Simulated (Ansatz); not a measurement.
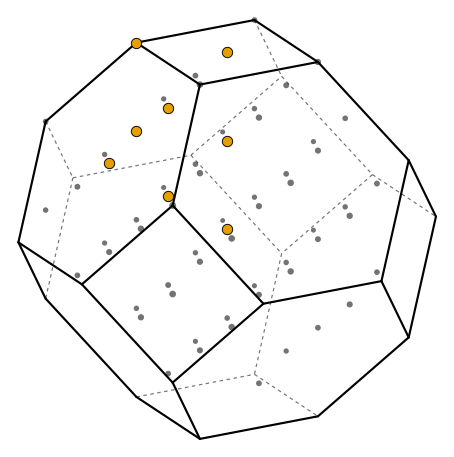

The Γ-centred 4×4×4 k-point mesh of a calculation on InAs (Ansatz, DFT, HSE06, plane waves, PAW), folded into the first Brillouin zone of the 2-atom cell that was run; each point of the zone's surface is drawn once. One point of each star is marked in colour. Space group F-43m.

```xyz
2
Lattice="0.0000 3.0546 3.0546 3.0546 0.0000 3.0546 3.0546 3.0546 0.0000" Properties=species:S:1:pos:R:3 pbc="T T T"
In    0.0000    0.0000    0.0000
As    1.5273    1.5273    1.5273
```

**To how many irreducible points do the crystal's point group and time reversal reduce the mesh (magnetic order left aside)?**

8 of 64.

**List one member of each star with its weight, in the reciprocal vectors of this cell.**

```json
{"k₁": "0", "k₂": "0", "k₃": "0", "weight": "1"}
{"k₁": "1/4", "k₂": "1/4", "k₃": "1/4", "weight": "8"}
{"k₁": "1/4", "k₂": "1/4", "k₃": "0", "weight": "6"}
{"k₁": "1/4", "k₂": "1/2", "k₃": "1/4", "weight": "12"}
{"k₁": "1/2", "k₂": "1/2", "k₃": "1/4", "weight": "24"}
{"k₁": "1/2", "k₂": "1/2", "k₃": "1/2", "weight": "4"}
{"k₁": "1/2", "k₂": "1/2", "k₃": "0", "weight": "3"}
{"k₁": "1/2", "k₂": "3/4", "k₃": "1/4", "weight": "6"}
```

**How fine is the mesh?**

Spacing |bᵢ|/nᵢ = 0.445, 0.445, 0.445 1/Å (2π included).
